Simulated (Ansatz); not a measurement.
Read the following structure.

```
Mo S
1.0
     3.14118    0.00000    0.00000
    -1.57059    2.72035    0.00000
     0.00000    0.00000    6.12471
Mo S
1 2
Cartesian
  0.0000 0.0000 0.0000
  0.0000 1.8136 4.5388
  1.5706 0.9068 1.5859
```

Characterise the structure given above.

Its composition is MoS$_{2}$. The structure has P-3m1 (No. 164) symmetry and a primitive hexagonal lattice. Structure type: cadmium iodide (CdI₂, 1T) type. The cell comprises 1 formula unit: 1 Mo, 2 S. The polyhedra are MoS6 octahedra; they share edges. The Mo atoms are each bonded to six S in a distorted octahedral arrangement at 2.41 Å. S is coordinated by three Mo in a trigonal pyramidal arrangement at 2.41 Å. Not all metal-metal contacts are counted. The bonds build MoS2 layers parallel to (001).

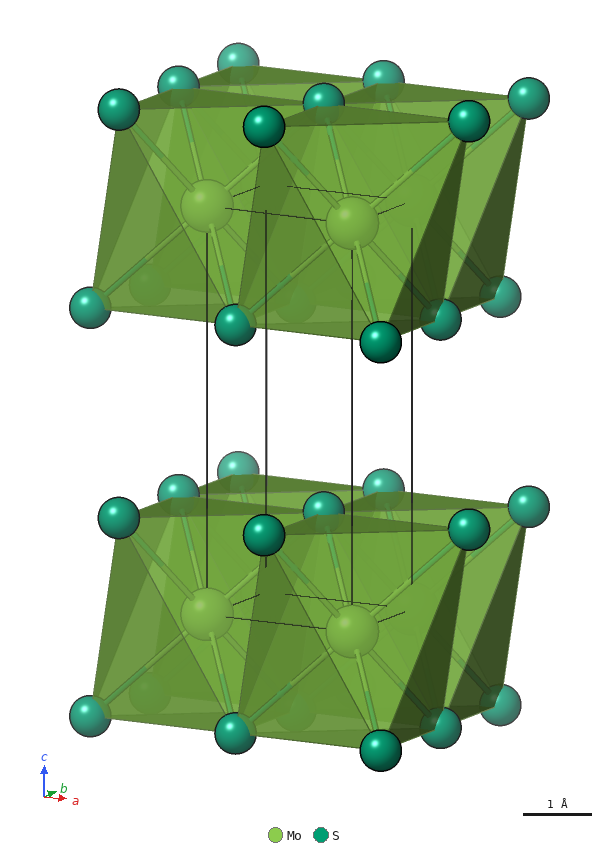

Crystal structure, polyhedral style, seen slightly off an axis. Lines trace the edges of the conventional unit cell. Some neighbours outside the box are added.

Starting structure: a structure listed in the Materials Project. Earlier steps of the study may have refined or changed the cell and positions. A calculation with Ansatz used it as input.
